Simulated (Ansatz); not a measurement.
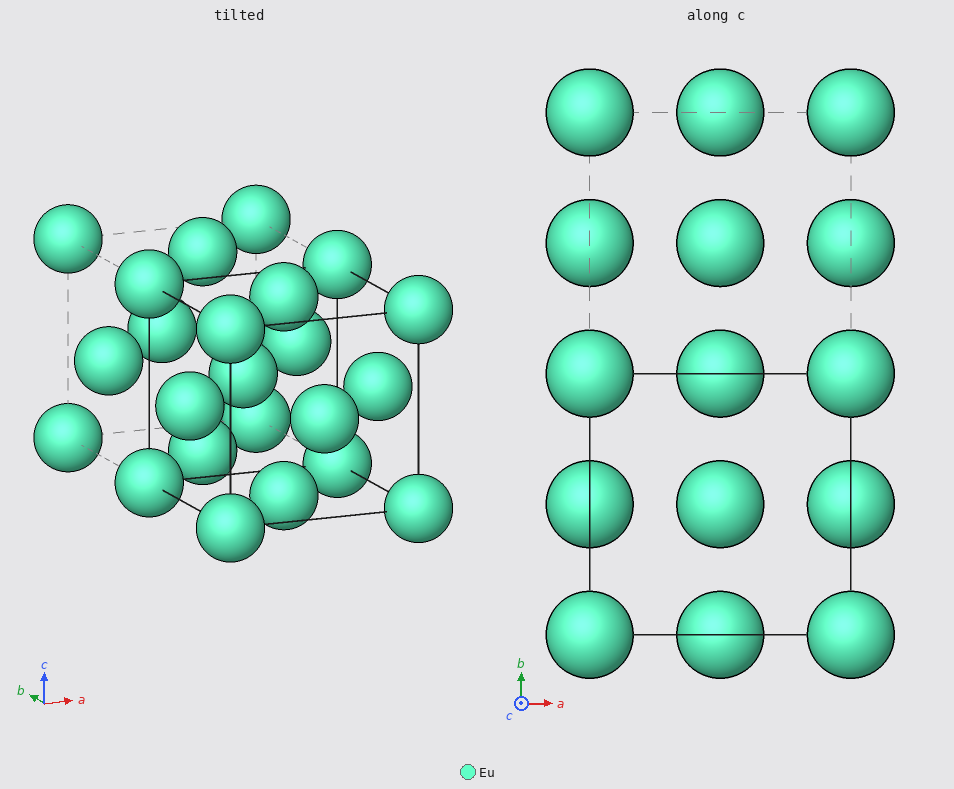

Spheres-only model, viewed slightly off an axis and along the c axis. 1×2×1 cells are drawn; the solid outline is the conventional unit cell. Cell: a = 5.579 Å, b = 5.579 Å, c = 5.579 Å, α = 90.00°, β = 90.00°, γ = 90.00°.

Summary of the structure:

The element is europium. The structure has Fm-3m (No. 225) symmetry and a face-centred cubic lattice. Type of structure: face-centred cubic (Cu type). The cell holds four atoms. Around each Eu lie twelve Eu in a cuboctahedral arrangement at about 3.9 Å.

Source of the structure: a structure listed in the Materials Project. Earlier steps of the study may have refined or changed the cell and positions. It went into a calculation with Ansatz.
